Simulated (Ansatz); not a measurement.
# Two runs on SnSe

System: SnSe (P4/nmm, 4 atoms in the cell).
Method of the first run: Kohn-Sham DFT of a periodic cell, HSE06 form with a typed share of exact exchange, Ansatz PAW, no spin polarisation (Ansatz 0.2.0).

The structure derives from a Materials Project entry. Text and figures count atoms from 1; the logs count them from 0 in places.

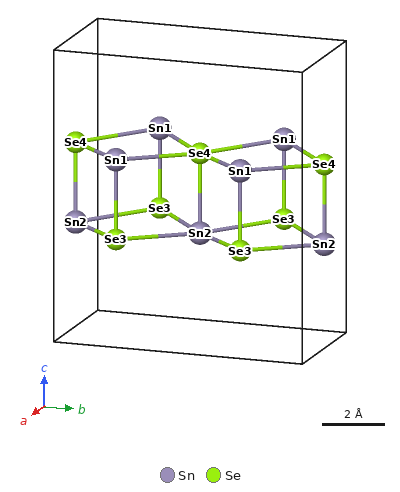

**Figure 1.** The structure as given in the input (ball-and-stick view of the 1 × 2 repeat of the cell, with the vacuum cut short, seen slightly off an axis; atoms are numbered from 1 in the order of the input).

**Input file, the first run**
```yaml
crystal:
  lattice:
    - [4.2853274191, 0.0, 0.0]
    - [0.0, 4.2853274191, 0.0]
    - [0.0, 0.0, 10.99069213]
  atoms:
    - { symbol: Sn, position: [0.0, 0.5, 0.62777089] }
    - { symbol: Sn, position: [0.5, 0.0, 0.37222911] }
    - { symbol: Se, position: [0.0, 0.5, 0.38396051] }
    - { symbol: Se, position: [0.5, 0.0, 0.61603949] }
hamiltonian:
  xc: { exchange: pbe, correlation: pbe, exx: { coeff: 0.25, omega: 0.6 } }
  pseudopotentials: { kind: paw }
kpoints:
  mp_grid: { grid: [3, 3, 2] }
scf:
  occupations: { method: fermi_dirac, width: 0.05 }
output:
  forces: true
  stress: true
  eigenvalues: true
  write_density: true
  write_potential: true
  elf: true
  volumetric_format: npy
```

Command:
```bash
ansatz run input.yaml --threads 2 --pin off --max-ram 5632MiB --backend cpu --events-out ev --progress --plain --runs-dir out
```

Hardware: 2 threads of Arm Neoverse V1, 24 GiB of memory available, shared host.

**Output, shortened to warnings, some set-up lines, iterations and results (the first run)**
```
Warning: output.stress: scf.convergence.dr2_threshold = 1e-7 eV (the SCF's general default) is looser than the 4e-10 eV advised for a printed stress (1e-10 eV for each atom of the cell: 4). What an SCF threshold leaves in a stress goes as its square root, and in the free energy as the threshold itself, and one threshold admits the most on a small cell: of the crystals measured, under no hybrid …
Warning: output.stress: scf.exx.energy_threshold = 1e-6 eV is looser than the 4e-8 eV advised for a stress under a hybrid functional (1e-8 eV for each atom of the cell: 4). Every SCF of the exchange loop can meet its threshold on dr2 while the loop round them stops early: no threshold on dr2 bounds what that leaves in the stress. Set scf.exx.energy_threshold to 4e-8 eV or tighter. The threshold …
WARN: The output density's exchange-correlation potential varies sharply where the density is thin. Do not read a vacuum level from v_tot or v_xc, or from such a field of the output density. On a cell that repeats whose density bears no net charge and no dipole along the vacuum's axis use v_es (v_loc + v_h of the components); under efield.dipole_correction with no amplitude use v_es + v_field, …
Basis set: ecut = 420 eV, 3933 PW (Γ), exchange–correlation on 60×60×150 points (8 copies of the dense FFT grid, shifted against one another)
Symmetry: 16 space group operations
k-points: 6 of 18
Initial density: superposition of atomic densities (neutral atoms: chi_scale 0, normalization atom), corrected by the library's trained network
[...]
SCF iter   1: F=—  HF=-22988.192338 eV  |F-HF|=—  |Δ(HF+E_count)|=         —  Δρ=1.56e-3  dr2=1.19e-2  ethr=1.77e-3  ⟨swp⟩=8.3  Hψ=852  notcnv=0
SCF iter   2: F=—  HF=-22988.190732 eV  |F-HF|=—  |Δ(HF+E_count)|=   1.61e-3  Δρ=5.19e-4  dr2=1.21e-3  ethr=1.98e-5  ⟨swp⟩=4.8  Hψ=593  notcnv=0  defer=3
SCF iter   3: F=-22988.190919 eV  HF=-22988.190938 eV  |F-HF|=1.93e-5  |Δ(HF+E_count)|=   2.06e-4  Δρ=2.19e-4  dr2=1.70e-4  ethr=2.02e-6  ⟨swp⟩=4.2  Hψ=519  notcnv=0  defer=1
SCF 1 stopped early in 3 iterations: F = -22988.190919 eV  dr2 = 1.70e-4
SCF iter   1: F=—  HF=-22998.815050 eV  |F-HF|=—  |Δ(HF+E_count)|=         —  Δρ=2.99e-3  dr2=1.43e-2  ethr=2.83e-6  ⟨swp⟩=9.0  Hψ=994  notcnv=0
[... 10 lines ...]
SCF iter   3: F=—  HF=-22998.806514 eV  |F-HF|=—  |Δ(HF+E_count)|=   3.33e-8  Δρ=5.80e-6  dr2=7.15e-8  ethr=3.18e-10  ⟨swp⟩=3.7  Hψ=437  notcnv=0
SCF iter   4: F=—  HF=-22998.806515 eV  |F-HF|=—  |Δ(HF+E_count)|=   4.31e-7  Δρ=1.92e-6  dr2=9.66e-9  ethr=3.65e-11  ⟨swp⟩=4.7  Hψ=772  notcnv=0
SCF iter   5: F=—  HF=-22998.806515 eV  |F-HF|=—  |Δ(HF+E_count)|=   3.27e-9  Δρ=3.30e-7  dr2=6.37e-10  ethr=1.37e-11  ⟨swp⟩=3.7  Hψ=469  notcnv=0
SCF iter   6: F=-22998.806515 eV  HF=-22998.806515 eV  |F-HF|=8.00e-11  |Δ(HF+E_count)|=   4.97e-9  Δρ=2.39e-7  dr2=1.08e-10  ethr=1.08e-12 (applied; sched 1.00e-12)  …
SCF 3 converged in 6 iterations: F = -22998.806515 eV  dr2 = 1.08e-10
  Residual-converged pass: ⟨swp⟩=3.0  Hψ=454  notcnv=0  max |occ|·‖R‖ = 6.3e-7 eV (tolerance 6.3e-7 eV)  dr2=1.09e-10  dr2_onsite=4.91e-11  max |Δocc| = 4.4e-16
hybrid outer 2: dexx = +3.650e-7 eV, tail = 1.70e-8 eV, Δε = 2.02e-3 eV (about 6.26e-5 eV left of the loop's levels), ΔF = 4.73e-3 eV/Å (tail 6.99e-4)
WARN: The output density's exchange-correlation potential varies sharply where the density is thin. Do not read a vacuum level from v_tot or v_xc, or from such a field of the output density. On a cell that repeats whose density bears no net charge and no dipole along the vacuum's axis use v_es …
[...]
```

The input of the second run differs as follows (lines with − go, lines with + come):
```diff
-  xc: { exchange: pbe, correlation: pbe, exx: { coeff: 0.25, omega: 0.6 } }
+  xc:
+    exchange: pbe
+    correlation: pbe
+    exx: { coeff: 0.25, omega: 0.15 }
```

How does the second run compare with the first run?

The total energies belong to different methods, so their difference says nothing on which is more stable or more accurate. The gap on the mesh goes from 1.65 to 2.13 eV. The pressure goes from 0.30 to −0.07 GPa. The largest force goes from 0.520 to 0.345 eV/Å. The SCF takes 19 iterations against 17.

**Output, shortened to warnings, some set-up lines, iterations and results (the second run)**
```
Warning: output.stress: scf.convergence.dr2_threshold = 1e-7 eV (the SCF's general default) is looser than the 4e-10 eV advised for a printed stress (1e-10 eV for each atom of the cell: 4). What an SCF threshold leaves in a stress goes as its square root, and in the free energy as the threshold itself, and one threshold admits the most on a small cell: of the crystals measured, under no hybrid …
Warning: output.stress: scf.exx.energy_threshold = 1e-6 eV is looser than the 4e-8 eV advised for a stress under a hybrid functional (1e-8 eV for each atom of the cell: 4). Every SCF of the exchange loop can meet its threshold on dr2 while the loop round them stops early: no threshold on dr2 bounds what that leaves in the stress. Set scf.exx.energy_threshold to 4e-8 eV or tighter. The threshold …
WARN: The output density's exchange-correlation potential varies sharply where the density is thin. Do not read a vacuum level from v_tot or v_xc, or from such a field of the output density. On a cell that repeats whose density bears no net charge and no dipole along the vacuum's axis use v_es (v_loc + v_h of the components); under efield.dipole_correction with no amplitude use v_es + v_field, …
Basis set: ecut = 420 eV, 3933 PW (Γ), exchange–correlation on 60×60×150 points (8 copies of the dense FFT grid, shifted against one another)
Symmetry: 16 space group operations
k-points: 6 of 18
Initial density: superposition of atomic densities (neutral atoms: chi_scale 0, normalization atom), corrected by the library's trained network
[...]
SCF iter   1: F=—  HF=-22988.192793 eV  |F-HF|=—  |Δ(HF+E_count)|=         —  Δρ=1.57e-3  dr2=1.18e-2  ethr=1.77e-3  ⟨swp⟩=8.3  Hψ=852  notcnv=0
SCF iter   2: F=—  HF=-22988.191295 eV  |F-HF|=—  |Δ(HF+E_count)|=   1.50e-3  Δρ=5.30e-4  dr2=1.23e-3  ethr=1.97e-6  ⟨swp⟩=4.2  Hψ=1044  notcnv=0  defer=1
SCF iter   3: F=-22988.191371 eV  HF=-22988.191441 eV  |F-HF|=6.95e-5  |Δ(HF+E_count)|=   1.46e-4  Δρ=2.35e-4  dr2=2.08e-4  ethr=1.97e-6  ⟨swp⟩=4.0  Hψ=485  notcnv=0
SCF 1 stopped early in 3 iterations: F = -22988.191371 eV  dr2 = 2.08e-4
SCF iter   1: F=—  HF=-22999.283106 eV  |F-HF|=—  |Δ(HF+E_count)|=         —  Δρ=3.71e-3  dr2=3.19e-2  ethr=3.47e-6  ⟨swp⟩=9.3  Hψ=1011  notcnv=0
[... 13 lines ...]
SCF iter   7: F=-22999.279491 eV  HF=-22999.279491 eV  |F-HF|=8.00e-11  |Δ(HF+E_count)|=   1.96e-9  Δρ=2.97e-7  dr2=2.13e-10  ethr=1.01e-12 (applied; sched 1.00e-12)  …
SCF 3 converged in 7 iterations: F = -22999.279491 eV  dr2 = 2.13e-10
SCF iter   1: F=—  HF=-22999.279491 eV  |F-HF|=—  |Δ(HF+E_count)|=         —  Δρ=1.12e-6  dr2=3.70e-9  ethr=5.56e-10  ⟨swp⟩=6.7  Hψ=528  notcnv=0
SCF iter   2: F=-22999.279491 eV  HF=-22999.279491 eV  |F-HF|=7.28e-12  |Δ(HF+E_count)|=  7.28e-11  Δρ=2.04e-7  dr2=6.26e-10  ethr=5.04e-12  ⟨swp⟩=4.0  Hψ=672  notcnv=0
SCF 4 converged in 2 iterations: F = -22999.279491 eV  dr2 = 6.26e-10
  Residual-converged pass: ⟨swp⟩=2.8  Hψ=399  notcnv=0  max |occ|·‖R‖ = 8.8e-7 eV (tolerance 9.0e-7 eV)  dr2=6.26e-10  dr2_onsite=2.16e-11  max |Δocc| = 5.7e-20
hybrid outer 3: dexx = +1.720e-9 eV, tail = 1.35e-9 eV, Δε = 5.73e-5 eV (about 1.14e-5 eV left of the loop's levels), ΔF = 1.09e-4 eV/Å (tail 3.52e-4)
WARN: The output density's exchange-correlation potential varies sharply where the density is thin. Do not read a vacuum level from v_tot or v_xc, or from such a field of the output density. On a cell that repeats whose density bears no net charge and no dipole along the vacuum's axis use v_es …
[...]
```

**The two runs side by side**

| quantity | the first run | the second run |
| --- | --- | --- |
| outcome | converged | converged |
| free energy per atom (eV) | −5749.7016 | −5749.8199 |
| gap on the mesh (eV) | 1.65 | 2.13 |
| pressure (GPa) | 0.30 | −0.07 |
| largest force (eV/Å) | 0.520 | 0.345 |
| SCF iterations | 17 | 19 |
| irreducible k-points | 6 | 6 |
| plane waves at Γ | 3933 | 3933 |
| wall time (shared host) | 35 s | 40 s |

For both runs: Warnings: the exchange loop's threshold is looser than advised for the stress; the SCF threshold is looser than advised for the printed stress; the exchange-correlation potential is rough where the density is thin.
